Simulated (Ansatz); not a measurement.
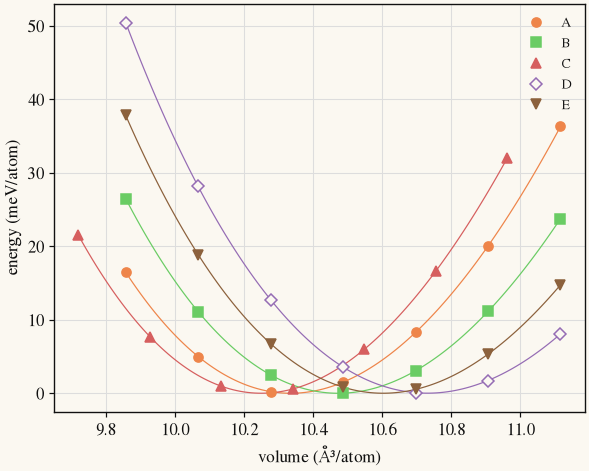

Plotted: energy against volume, with one curve for each functional, for SiC (space group P6_3mc). The labels are replaced by letters. In alphabetical order the cases are: BLYP; PBE; PBEsol; r2SCAN + D3(BJ); rPW86-PBE + rVV10.

How it was computed, with Ansatz 0.2.0: plane-wave DFT, no spin polarisation; energies at scaled volumes of the given cell, shape and fractions fixed, counted from the fit's minimum, third-order Birch-Murnaghan fit. All runs: no spin polarisation.

occupations Fermi–Dirac; smearing width 0.05 eV.

**Which letter stands for which functional?**

A: PBEsol; B: PBE; C: r2SCAN + D3(BJ); D: BLYP; E: rPW86-PBE + rVV10.

Keep in mind: the functional was run on potentials made for another functional (BLYP, rPW86-PBE + rVV10); shape and atomic fractions are frozen while scaling, which makes layered, chain and framework solids too stiff.
